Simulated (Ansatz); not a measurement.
# Geometry relaxation of MoTe2 (part 3 of 3)

The same run, continued: MoTe2 (slab, 6 atoms in the cell); DFT PBE, scalar-relativistic, plane waves, PAW, no spin polarisation (Ansatz 0.2.0); cutoff 420 eV, 9×9×1 k-mesh, Gaussian smearing of 0.02 eV. The structure derives from an entry of the Crystallography Open Database.

Geometry of the input (Å; fractional positions):
```
3.5004  0.0000  0.0000
-1.7502  3.0315  0.0000
0.0000  0.0000  46.9720
Te 0.3333  0.6667  0.3884
Mo 0.6667  0.3333  0.4270
Te 0.3333  0.6667  0.4657
Te 0.6667  0.3333  0.5343
Mo 0.3333  0.6667  0.5730
Te 0.6667  0.3333  0.6116
```

## Output, continued
```
--- Forces (eV/Å), atoms counted from 1 ---
  atom   1  Te     0.00000000    -0.00000000     0.00037799
  atom   2  Mo    -0.00000000     0.00000000    -0.00004262
  atom   3  Te     0.00000000    -0.00000000    -0.00039286
  atom   4  Te     0.00000000     0.00000000     0.00039286
  atom   5  Mo     0.00000000    -0.00000000     0.00004262
  atom   6  Te    -0.00000000     0.00000000    -0.00037799
  max |Σ_I F_I| component: 6.94e-18 eV/Å
--- 2D stress c σ (N/m, compression-positive) ---
       -0.004701       0.000000       0.000000
        0.000000      -0.004701      -0.000000
        0.000000      -0.000000      -0.000000
  P = ½ c Tr σ = -0.0047 N/m
--- Band table (eV; the first three rows and the last of 12) ---
  k-point 0: bands = ["-65.5629", "-65.5629", "-41.3839", "-41.3839", "-41.3839", "-41.3839", "-41.3733", "-41.3733", "-41.3733", "-41.3733", "-41.3160", "-41.3160", "-41.3159", "-41.3159", "-41.3045", "-41.3045", "-41.3044", "-41.3044", "-41.2925", "-41.2923", "-41.2821", "-41.2821", "-39.7049", "-39.7049", "-39.5797", "-39.5797", "-39.5797", "-39.5797", "-17.4297", "-17.3822", "-16.5143", "-16.4378", "-9.9490", "-9.6543", "-6.9432", "-6.5100", "-6.5100", "-6.5081", "-6.5081", "-6.2294", "-5.7454", "-5.7454", "-5.7409", "-5.7409", "-5.4267", "-5.0769", "-1.8475 (-1.8475°)", "-1.8475 (-1.8475°)", "-1.8275 (-1.8275°)", "-1.8275 (-1.8275°)", "-1.5843 (-1.5843°)", "-1.5843 (-1.5843°)", "-1.5482 (-1.5482°)", "-1.5482 (-1.5482°)", "-0.5923", "-0.5366"]
  k-point 1: bands = ["-65.5619", "-65.5619", "-41.3829", "-41.3829", "-41.3814", "-41.3814", "-41.3749", "-41.3749", "-41.3711", "-41.3711", "-41.3170", "-41.3169", "-41.3166", "-41.3165", "-41.3073", "-41.3073", "-41.3047", "-41.3047", "-41.2915", "-41.2913", "-41.2810", "-41.2809", "-39.6976", "-39.6976", "-39.5944", "-39.5944", "-39.5824", "-39.5824", "-17.2646", "-17.2177", "-16.3982", "-16.3244", "-9.7674", "-9.4750", "-7.1343", "-6.8796", "-6.8740", "-6.6679", "-6.3758", "-6.3722", "-5.9602", "-5.9539", "-5.7422", "-5.5493", "-5.4128", "-5.1207", "-2.4253", "-2.4207", "-2.4080", "-2.3217", "-1.9331", "-1.8843", "-1.7170 (-1.7170°)", "-1.6800 (-1.6800°)", "-0.3414", "-0.3080"]
  k-point 2: bands = ["-65.5596", "-65.5596", "-41.3813", "-41.3813", "-41.3783", "-41.3783", "-41.3751", "-41.3751", "-41.3656", "-41.3656", "-41.3193", "-41.3192", "-41.3185", "-41.3184", "-41.3133", "-41.3133", "-41.3053", "-41.3053", "-41.2892", "-41.2891", "-41.2780", "-41.2779", "-39.6793", "-39.6793", "-39.6315", "-39.6315", "-39.5892", "-39.5892", "-16.7992", "-16.7543", "-16.0718", "-16.0065", "-9.3060", "-9.0346", "-7.8072", "-7.7777", "-7.6466", "-7.4423", "-6.4237", "-6.4141", "-6.0409", "-6.0150", "-6.0062", "-5.7697", "-5.5822", "-5.4787", "-3.3590", "-3.1715", "-2.8058", "-2.6054", "-2.5839", "-2.5546", "-1.4937", "-1.4257", "0.1767", "0.2373"]
  k-point 11: bands = ["-65.5541", "-65.5541", "-41.3862", "-41.3862", "-41.3674", "-41.3674", "-41.3629", "-41.3629", "-41.3620", "-41.3620", "-41.3341", "-41.3340", "-41.3237", "-41.3237", "-41.3099", "-41.3098", "-41.3097", "-41.3097", "-41.2858", "-41.2858", "-41.2713", "-41.2713", "-39.6823", "-39.6823", "-39.6432", "-39.6432", "-39.6360", "-39.6360", "-15.1901", "-15.1901", "-14.9633", "-14.9633", "-9.3294", "-9.2907", "-9.1818", "-9.1818", "-8.6436", "-8.5896", "-7.8674", "-7.8674", "-7.7068", "-7.7068", "-6.5968", "-6.5968", "-4.8973", "-4.8510", "-3.7951", "-3.7951", "-3.1193", "-2.8850", "-2.3930", "-2.3930", "-0.9343", "-0.9343", "-0.0491", "0.3458"]
  ° read free of the cell's end (the report's vacuum.weakly_bound_levels)
--- Relaxed structure (8 steps of the walk, 8 accepted, 1 SCFs on fresh bases) ---
  F+E_penalty+E_count = -37833.47117959 eV   max|allowed force component| = 3.929e-4 eV/Å   (the final SCF, on the basis selected at the relaxed cell)
  cell:  # Å, volume = 514.3377 Å³
    - [3.5558154780012936, 2.932422987419719e-11, 1.772315170951034e-83]
    - [-1.7779077390260423, 3.0794265351043646, -3.544630341902063e-83]
    - [2.3782540157693118e-82, -4.119256788538702e-82, 46.9720268902]
  atoms:
    - { symbol: Te, position: [0.33333333333333337, 0.6666666666666667, 0.3799950435909463] }
    - { symbol: Mo, position: [0.6666666666666666, 0.3333333333333334, 0.4184748924868771] }
    - { symbol: Te, position: [0.33333333333333337, 0.6666666666666667, 0.45698025836330686] }
    - { symbol: Te, position: [0.6666666666666666, 0.3333333333333334, 0.5430197416366932] }
    - { symbol: Mo, position: [0.33333333333333337, 0.6666666666666667, 0.5815251075131229] }
    - { symbol: Te, position: [0.6666666666666666, 0.3333333333333334, 0.6200049564090536] }
```

## Trajectory as extended XYZ (Å, eV, eV/Å), 9 frames, from step=1 to step=9
```
6
Lattice="3.5004 0.0000 0.0000 -1.7502 3.0315 0.0000 0.0000 0.0000 46.9720" Properties=species:S:1:pos:R:3:forces:R:3 step=1 energy=-37833.37466
Te    0.0000    2.0210   18.2426    0.0000   0.0000  -0.1592
Mo    1.7502    1.0105   20.0588    0.0000   0.0000  -0.0628
Te    0.0000    2.0210   21.8769    0.0000   0.0000  -0.0071
Te    1.7502    1.0105   25.0951    0.0000   0.0000   0.0071
Mo    0.0000    2.0210   26.9132    0.0000   0.0000   0.0628
Te    1.7502    1.0105   28.7294    0.0000   0.0000   0.1592
6
Lattice="3.5921 0.0000 0.0000 -1.7960 3.1108 0.0000 0.0000 0.0000 46.9720" Properties=species:S:1:pos:R:3:forces:R:3 step=2 energy=-37833.44847
Te    0.0000    2.0739   18.0949    0.0000   0.0000   0.0040
Mo    1.7960    1.0369   19.8897    0.0000   0.0000  -0.0484
Te    0.0000    2.0739   21.6827    0.0000   0.0000  -0.0018
Te    1.7960    1.0369   25.2893    0.0000   0.0000   0.0018
Mo    0.0000    2.0739   27.0824    0.0000   0.0000   0.0484
Te    1.7960    1.0369   28.8771    0.0000   0.0000  -0.0040
6
Lattice="3.5401 0.0000 0.0000 -1.7701 3.0658 0.0000 0.0000 0.0000 46.9720" Properties=species:S:1:pos:R:3:forces:R:3 step=3 energy=-37833.46735
Te    0.0000    2.0439   17.9001    0.0000   0.0000  -0.0238
Mo    1.7701    1.0219   19.7113    0.0000   0.0000   0.0260
Te    0.0000    2.0439   21.5266    0.0000   0.0000  -0.0095
Te    1.7701    1.0219   25.4455    0.0000   0.0000   0.0095
Mo    0.0000    2.0439   27.2608    0.0000   0.0000  -0.0260
Te    1.7701    1.0219   29.0720    0.0000   0.0000   0.0238
6
Lattice="3.5541 0.0000 0.0000 -1.7771 3.0780 0.0000 0.0000 0.0000 46.9720" Properties=species:S:1:pos:R:3:forces:R:3 step=4 energy=-37833.46981
Te    0.0000    2.0520   17.9164    0.0000   0.0000   0.0016
Mo    1.7771    1.0260   19.7246    0.0000   0.0000  -0.0088
Te    0.0000    2.0520   21.5336    0.0000   0.0000  -0.0007
Te    1.7771    1.0260   25.4385    0.0000   0.0000   0.0007
Mo    0.0000    2.0520   27.2475    0.0000   0.0000   0.0088
Te    1.7771    1.0260   29.0557    0.0000   0.0000  -0.0016
6
Lattice="3.5563 0.0000 0.0000 -1.7782 3.0799 0.0000 0.0000 0.0000 46.9720" Properties=species:S:1:pos:R:3:forces:R:3 step=5 energy=-37833.47001
Te    0.0000    2.0533   17.8938    0.0000   0.0000  -0.0299
Mo    1.7782    1.0266   19.6988    0.0000   0.0000  -0.0006
Te    0.0000    2.0533   21.5051    0.0000   0.0000   0.0264
Te    1.7782    1.0266   25.4669    0.0000   0.0000  -0.0264
Mo    0.0000    2.0533   27.2732    0.0000   0.0000   0.0006
Te    1.7782    1.0266   29.0782    0.0000   0.0000   0.0299
6
Lattice="3.5569 0.0000 0.0000 -1.7784 3.0803 0.0000 0.0000 0.0000 46.9720" Properties=species:S:1:pos:R:3:forces:R:3 step=6 energy=-37833.47025
Te    0.0000    2.0536   17.8703    0.0000   0.0000  -0.0042
Mo    1.7784    1.0268   19.6770    0.0000   0.0000   0.0025
Te    0.0000    2.0536   21.4853    0.0000   0.0000  -0.0001
Te    1.7784    1.0268   25.4868    0.0000   0.0000   0.0001
Mo    0.0000    2.0536   27.2950    0.0000   0.0000  -0.0025
Te    1.7784    1.0268   29.1017    0.0000   0.0000   0.0042
6
Lattice="3.5560 0.0000 0.0000 -1.7780 3.0796 0.0000 0.0000 0.0000 46.9720" Properties=species:S:1:pos:R:3:forces:R:3 step=7 energy=-37833.47031
Te    0.0000    2.0531   17.8548    0.0000   0.0000   0.0010
Mo    1.7780    1.0265   19.6623    0.0000   0.0000   0.0002
Te    0.0000    2.0531   21.4710    0.0000   0.0000  -0.0018
Te    1.7780    1.0265   25.5010    0.0000   0.0000   0.0018
Mo    0.0000    2.0531   27.3097    0.0000   0.0000  -0.0002
Te    1.7780    1.0265   29.1172    0.0000   0.0000  -0.0010
6
Lattice="3.5558 0.0000 0.0000 -1.7779 3.0794 0.0000 0.0000 0.0000 46.9720" Properties=species:S:1:pos:R:3:forces:R:3 step=8 energy=-37833.47031
Te    0.0000    2.0530   17.8491    0.0000   0.0000   0.0003
Mo    1.7779    1.0265   19.6566    0.0000   0.0000   0.0000
Te    0.0000    2.0530   21.4653    0.0000   0.0000  -0.0003
Te    1.7779    1.0265   25.5067    0.0000   0.0000   0.0003
Mo    0.0000    2.0530   27.3154    0.0000   0.0000   0.0000
Te    1.7779    1.0265   29.1229    0.0000   0.0000  -0.0003
6
Lattice="3.5558 0.0000 0.0000 -1.7779 3.0794 0.0000 0.0000 0.0000 46.9720" Properties=species:S:1:pos:R:3:forces:R:3 step=9 energy=-37833.47118
Te    0.0000    2.0530   17.8491    0.0000   0.0000   0.0004
Mo    1.7779    1.0265   19.6566    0.0000   0.0000   0.0000
Te    0.0000    2.0530   21.4653    0.0000   0.0000  -0.0004
Te    1.7779    1.0265   25.5067    0.0000   0.0000   0.0004
Mo    0.0000    2.0530   27.3154    0.0000   0.0000   0.0000
Te    1.7779    1.0265   29.1229    0.0000   0.0000  -0.0004
```

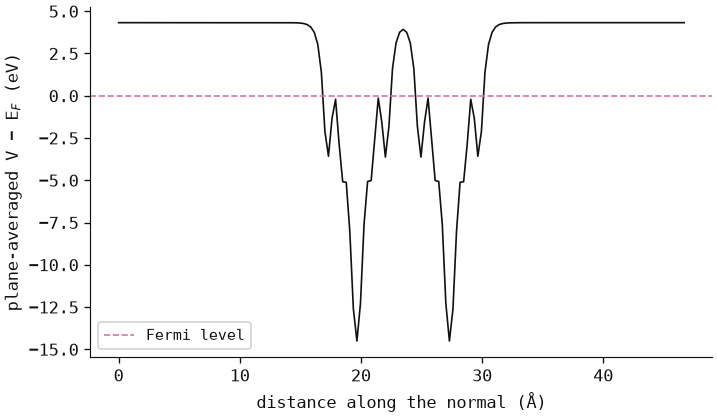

**Figure 1.** Plane average of the electrostatic potential energy of an electron across the cell, from the Fermi level. The vacuum level lies 4.32 eV above the Fermi level.

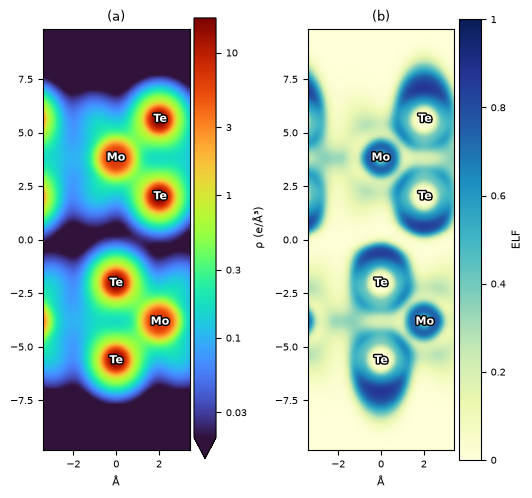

**Figure 2.** (a) valence pseudo-density; (b) electron localisation function on the (110) plane of the calculation cell, a cut from vacuum to vacuum. The section cuts through Te and Mo sites. Te–Mo (2.73 Å): ρ at the midpoint is about 0.44 e/Å³; the ELF is about 0.55 at the midpoint. The density dies away to nearly zero in the vacuum. The strong features right at Mo lie inside the PAW spheres (semicore, d or f shells) and say nothing about bonding. Core electrons are frozen (PAW), so the fields are smoothed inside the atomic spheres.

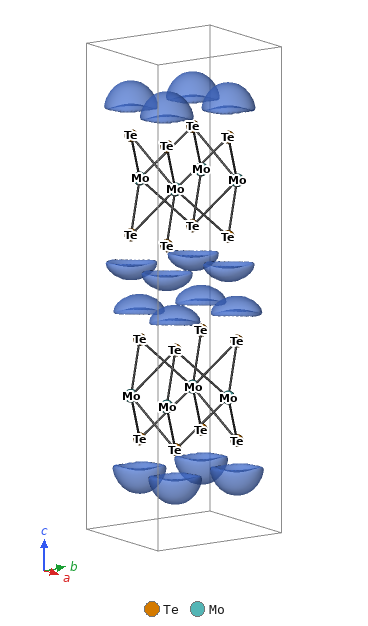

**Figure 3.** Isosurface of the electron localisation function at 0.75 (blue), seen slightly off an axis. Only the valence region is drawn (cores and ρ < 0.01 e/Å³ removed). Sticks mark near contacts. Counts are for one cell; the picture repeats the cell along the surface.  Values along the shortest contacts: Te–Mo (2.73 Å): the ELF is about 0.55 at the midpoint.
